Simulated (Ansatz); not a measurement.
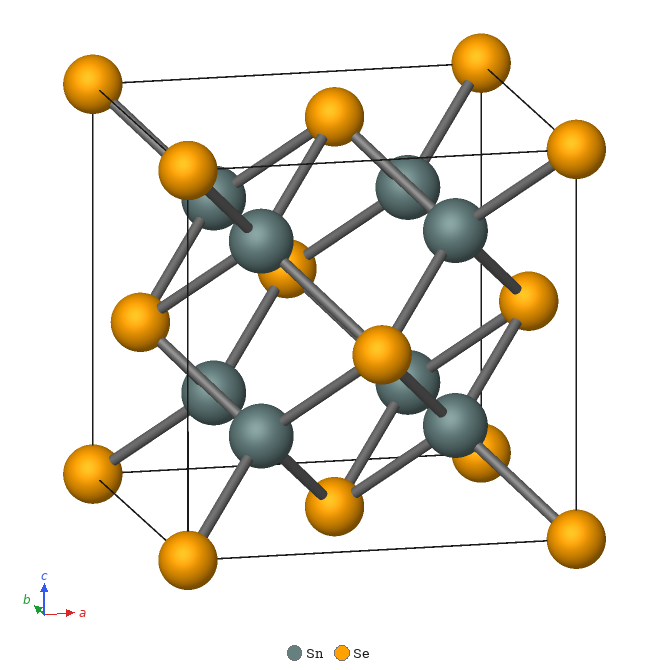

The structure above is drawn in ball-and-stick style and viewed slightly off an axis. The conventional unit cell is outlined; an atom on or near a face, edge or corner is repeated at each equivalent position. Cell: a = 7.17 Å, b = 7.17 Å, c = 7.17 Å, α = 90.00°, β = 90.00°, γ = 90.00°.

The starting point was a random cell made by a generator, so it need not be a real form of the compound. Earlier steps of the study may have refined or changed the cell and positions. A calculation with Ansatz used it as input.

Question: Describe the crystal.

Answer: The stoichiometry is Sn2Se. It is face-centred cubic, space group Fm-3m (No. 225). This arrangement goes by the name antifluorite. Content of the cell: 8 Sn, 4 Se (Z = 4). The neighbours of Sn are four Se in a tetrahedral arrangement at about 3.1 Å. The coordination shell of Se holds eight Sn in a cubic arrangement at about 3.1 Å. The bonds build a three-dimensional framework.

Theory: Ansatz, DFT PBE, scalar-relativistic, plane waves, PAW. Numerical settings: plane-wave cutoff 420 eV, k-points about 0.13 Å⁻¹ apart, Gaussian smearing of 0.1 eV, no spin polarisation.

Question: What is the band gap, if any?

Answer: A metal: bands cross the Fermi level.

Question: How charged are the atoms, by the Bader scheme?

Answer: Sn +0.38 e; Se -0.76 e.

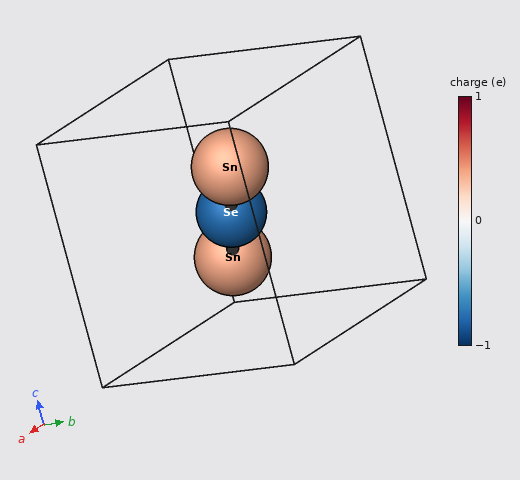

The atoms coloured by those charges. The run's cell of 3 atoms is drawn, so axes and origin can differ from the first picture.

Question: Has the structure come to rest?

Answer: Yes. All forces vanish to within 0.01 eV/Å. The pressure is 0.0 GPa, close to zero.
